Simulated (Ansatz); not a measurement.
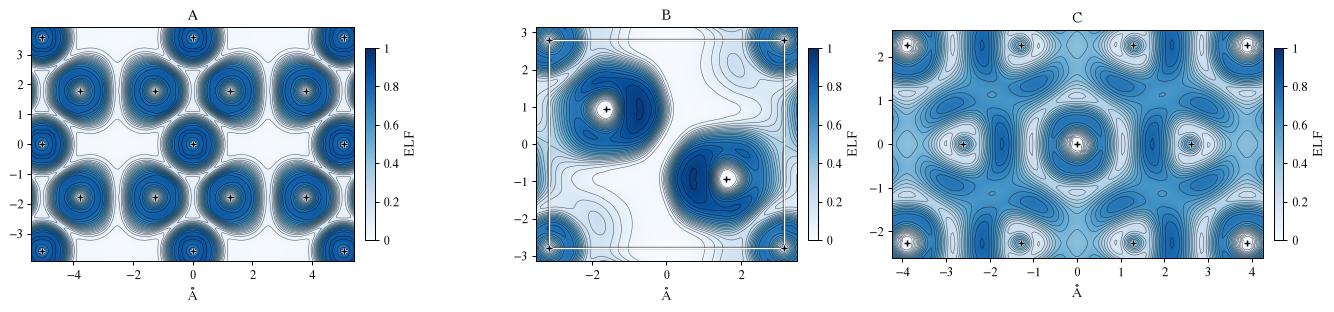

The electron localisation function of 3 systems, each on a plane through atoms (crosses mark nuclei in the plane).

Computed with Ansatz 0.2.0, Kohn-Sham DFT of a periodic cell, PBE0, Ansatz PAW.

System 1: Si2W, the (11̄0) plane of the conventional cell. Space group I4/mmm.

```xyz
6
Lattice="3.2046 0.0000 0.0000 0.0000 3.2046 0.0000 0.0000 0.0000 7.7955" Properties=species:S:1:pos:R:3 pbc="T T T"
W     0.0000    0.0000    0.0000
W     1.6023    1.6023    3.8977
Si    0.0000    0.0000    5.1819
Si    1.6023    1.6023    1.2841
Si    0.0000    0.0000    2.6136
Si    1.6023    1.6023    6.5113
```

System 2: HfO2, the (011) plane of the conventional cell. Space group Fm-3m.

```yaml
crystal:
  lattice:
    - [5.05692, 0.00000, 0.00000]
    - [0.00000, 5.05692, 0.00000]
    - [0.00000, 0.00000, 5.05692]
  atoms:
    - { symbol: Hf, position: [0.00000, 0.00000, 0.00000] }
    - { symbol: Hf, position: [0.50000, 0.50000, 0.00000] }
    - { symbol: Hf, position: [0.50000, 0.00000, 0.50000] }
    - { symbol: Hf, position: [0.00000, 0.50000, 0.50000] }
    - { symbol: O, position: [0.75000, 0.25000, 0.25000] }
    - { symbol: O, position: [0.25000, 0.75000, 0.25000] }
    - { symbol: O, position: [0.25000, 0.25000, 0.75000] }
    - { symbol: O, position: [0.75000, 0.75000, 0.75000] }
    - { symbol: O, position: [0.25000, 0.25000, 0.25000] }
    - { symbol: O, position: [0.75000, 0.75000, 0.25000] }
    - { symbol: O, position: [0.75000, 0.25000, 0.75000] }
    - { symbol: O, position: [0.25000, 0.75000, 0.75000] }
```

System 3: MoS2, the (110) plane of the conventional cell. Space group P-3m1; a structure from a database of computed crystals, not necessarily the ambient phase; computed pressure about −3 GPa in this cell.

```
Mo S
1.0
     3.22746    0.00000    0.00000
    -1.61373    2.79507    0.00000
     0.00000    0.00000    6.31247
Mo S
1 2
Direct
  0.00000 0.00000 0.50000
  0.66667 0.33333 0.74468
  0.33333 0.66667 0.25532
```

> Match each panel to its system.

Panel A is system 2, HfO2: the plane holds Hf and O. Hf–O (2.19 Å): the ELF peaks at about 0.85 in the valence shell of O, 0.6 Å from its nucleus, and drops to about 0.15 between the two atoms; no shared electron pair shows on this line. Panel B is system 3, MoS2: the plane holds Mo and S. Mo–S (2.42 Å): the ELF peaks at about 0.85 in the valence shell of S, 0.8 Å from its nucleus, and is about 0.40 at the midpoint. Panel C is system 1, Si2W: the plane holds W and Si. Si–Si (2.57 Å): the ELF is about 0.40 at the midpoint.
